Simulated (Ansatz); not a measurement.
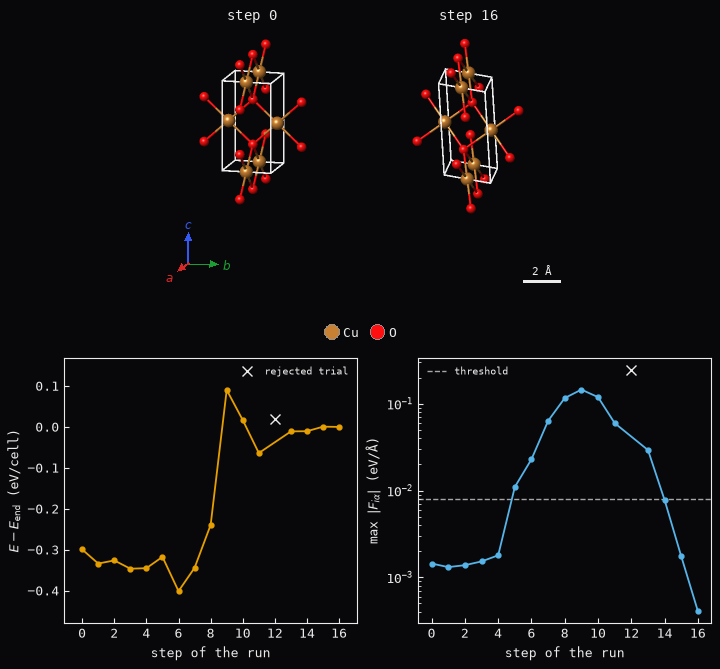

First and last geometry of a relaxation of a crystal of CuO (set up in C2/c), with the history of the run. A ball-and-stick model of the cell of the calculation, seen slightly off an axis.

Case: relaxed at 30 GPa.

Method: DFT PBE, scalar-relativistic, plane waves, PAW in Ansatz 0.2.0. (plane-wave cutoff 420 eV; k-point mesh 16 × 16 × 8; occupations gaussian; smearing width 0.1 eV; target pressure 30 GPa; no spin polarisation; cell and atoms relaxed; force threshold 0.008 eV/Å; at most 50 steps)

**Did the run converge, and what did it change?**

The run was cut off at its time limit before the program reported convergence, but its last step already meets the force threshold: the largest component is 0.00041 eV/Å against 0.008 eV/Å. The pressure is within 0.01 GPa of its target. Over 15 accepted moves (16 points after the start) the energy rises by 0.299 eV per cell of the calculation. With the target pressure of 30 GPa, the enthalpy E + pV changes by −0.169 eV per cell of the calculation. The largest force component goes from 0.0014 to 0.00041 eV/Å. The pressure goes from 33.50 to 29.99 GPa. The line search rejected the trial step at point 12 of the run. The largest moves relative to the cell, 0.36 Å, are those of O atoms. Cu stays in place. Cell: a = b 2.754 → 2.739 Å (−0.5 %), c 5.013 → 5.021 Å (+0.2 %), α 90.0° → 100.5°, β 90.0° → 100.5°, γ 89.9° → 75.5°. Volume −6.6 %. Among the contacts that change: Cu–O 1.862 → 1.897 Å. Among the angles between lasting bonds that change: Cu–O–Cu 117.1° → 150.9°, Cu–O–Cu 116.9° → 101.0°, Cu–O–Cu 116.9° → 105.8°. The space group (tolerance 0.01 Å) goes from P4_2/mmc (No. 131) to C2/c (No. 15). Cost: 11 min on 1 thread of Arm Neoverse V1 (shared host), peak memory 0.72 GiB.

```
step  E − E(0), meV/atom  largest force component, eV/Å  pressure, GPa  volume, Å³/atom      note
   0                0.00                         0.0014          33.50            9.502          
   1               -8.61                         0.0013          31.66            9.530          
   2               -6.71                         0.0014          30.44            9.508          
   3              -11.76                         0.0015          29.74            9.536          
   4              -11.45                         0.0018          29.78            9.534          
   5               -4.53                         0.0110          30.71            9.493          
   6              -25.46                         0.0230          26.42            9.592          
   7              -11.23                         0.0637          26.03            9.474          
   8               15.00                         0.1166          25.42            9.299          
   9               97.41                         0.1458          34.47            8.840          
  10               78.98                         0.1193          32.03            8.904          
  11               58.86                         0.0599          27.91            8.980          
  12               79.65                         0.2466          25.46            8.872  rejected
  13               72.09                         0.0293          29.50            8.896          
  14               72.22                         0.0077          29.71            8.891          
  15               74.97                         0.0017          30.08            8.876          
  16               74.84                         0.0004          29.99            8.876
```
